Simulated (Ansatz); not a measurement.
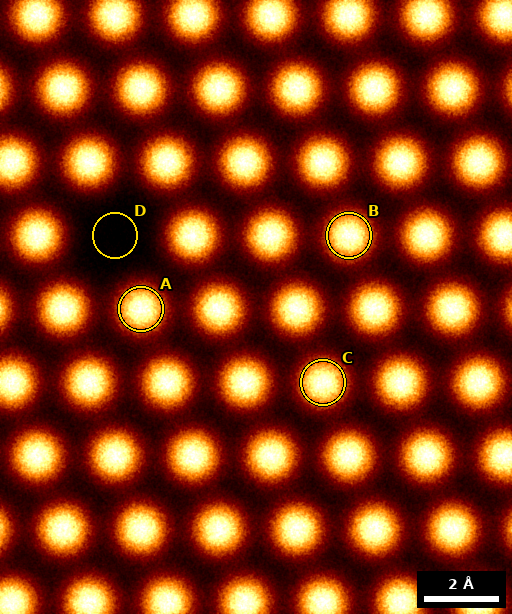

Dark-field STEM-like image of Ni (Fm-3m, No. 225) along [110]. The image is simulated as a sum over atoms of Z^1.8, blurred by a 1.08 Å probe (no channelling). The probe carries 15 % of its weight in a tail 2.5 times as wide. Shot noise was added.

The sample is 1 repeat (2.5 Å) thick. One point defect was put into the perfect crystal, without relaxing the atoms around it. Brightness is counted from the darkest point of the image. Host structure: the end point of a relaxation with Ansatz 0.2.0, DFT r2SCAN, scalar-relativistic, plane waves, PAW; the starting structure was generated, so it need not be a known form of this composition.

Question: Which ringed column holds the defect, and does it scatter more or less than its equals?

Answer: D; it scatters less. The column holds 1 atom (Ni) through the sample, and one Ni atom is missing, so its peak vanishes.
